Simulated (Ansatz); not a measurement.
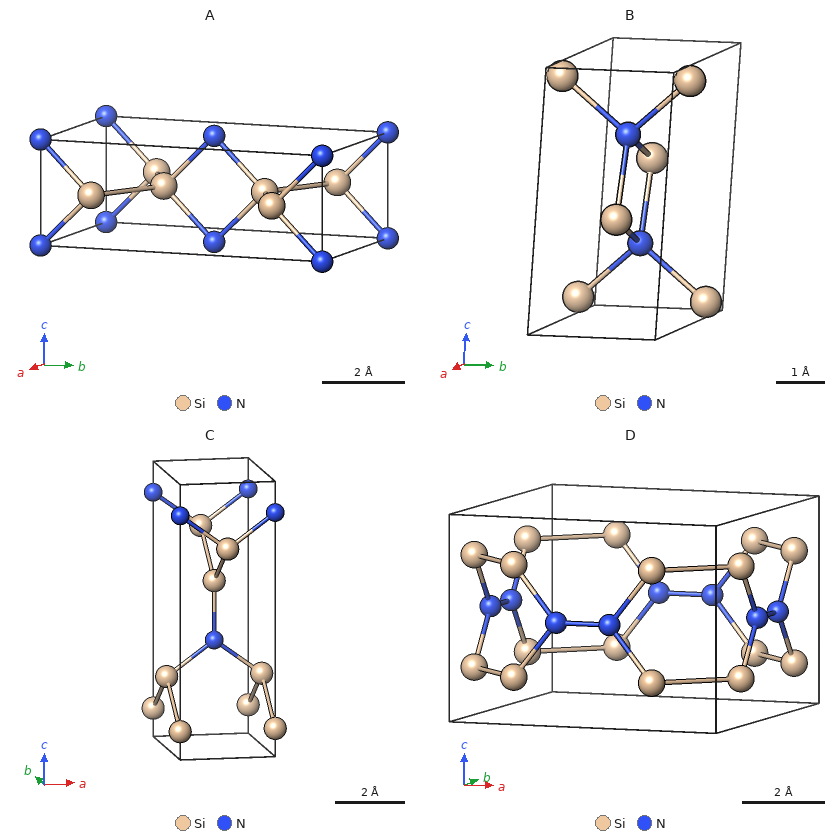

Four structures of Si$_{2}$N, each relaxed to rest (conventional cells in solid outline, small ones repeated, each panel with its own scale). Method: Ansatz 0.2.0, DFT PBE, scalar-relativistic, plane waves, PAW, without spin polarisation.

Question: Name the structure in each panel.

Answer: A: 6 atoms a cell on a base-centred orthorhombic lattice, Cmmm; B: 6 atoms a cell on a primitive monoclinic lattice, P2/m; C: 6 atoms a cell on a body-centred orthorhombic lattice, Imm2; D: 12 atoms a cell on a primitive tetragonal lattice, P4/mmm.

Question: Rank them by energy, lowest first.

Answer: C, then B (+184 meV/atom), A (+362 meV/atom) and D (+630 meV/atom), energies at zero smearing.

Question: Collect the results in a table.

Answer:
| panel | structure | E − E(lowest) (meV/atom) | volume (Å³/atom) | gap (eV) |
| --- | --- | --- | --- | --- |
| C | Imm2 | 0 | 15.4 | metal |
| B | P2/m | 184 | 12.4 | metal |
| A | Cmmm | 362 | 13.9 | metal |
| D | P4/mmm | 630 | 21.1 | metal |

Some of these may be structure types tried for this composition rather than known phases, and the most stable form need not be among them. Gaps are taken on the k-mesh or band path of each run.
